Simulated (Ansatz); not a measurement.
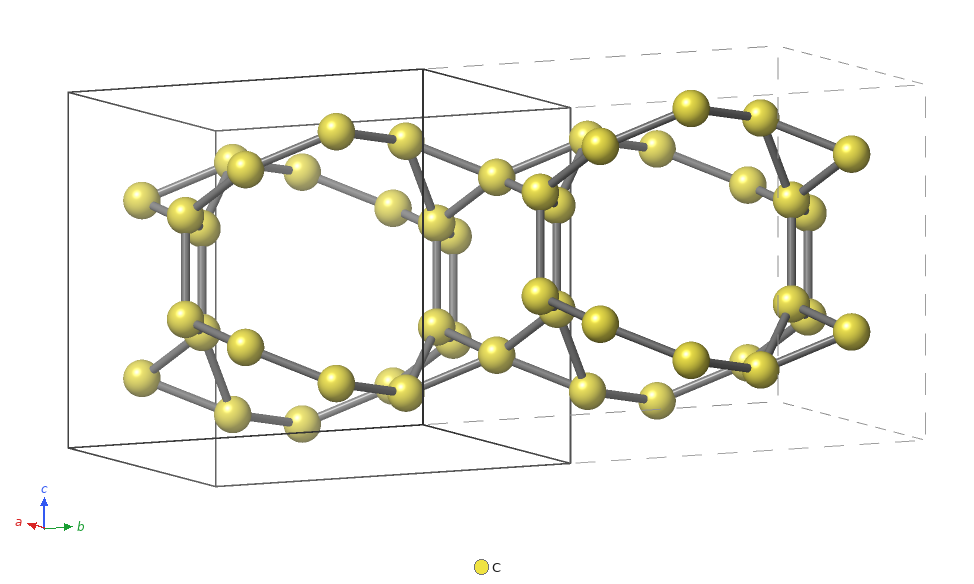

This ball-and-stick model is shown from a general direction. The picture spans 1×2×1 cells, one conventional unit cell being drawn with solid lines.

C, space group Cccm (No. 66), a = 4.96 Å, b = 5.97 Å, c = 5.40 Å, α = 90.00°, β = 90.00°, γ = 90.00°.

Computed with DFT PBE, scalar-relativistic, plane waves, PAW (Ansatz 0.2.0). Settings: plane waves to 420 eV, k-points about 0.29 Å⁻¹ apart, Gaussian smearing of 0.02 eV, no spin polarisation.

> What is the band gap, if any?

A semiconductor at this level, with a gap of 2.96 eV on the k-mesh (the true edges may lie between mesh points, so the gap can be somewhat smaller).

The cell started as a structure type filled with this element by a generator (whether the element takes this form wasn't checked). A relaxation with DFT PBE, scalar-relativistic, plane waves, PAW (Ansatz) gave the geometry drawn.
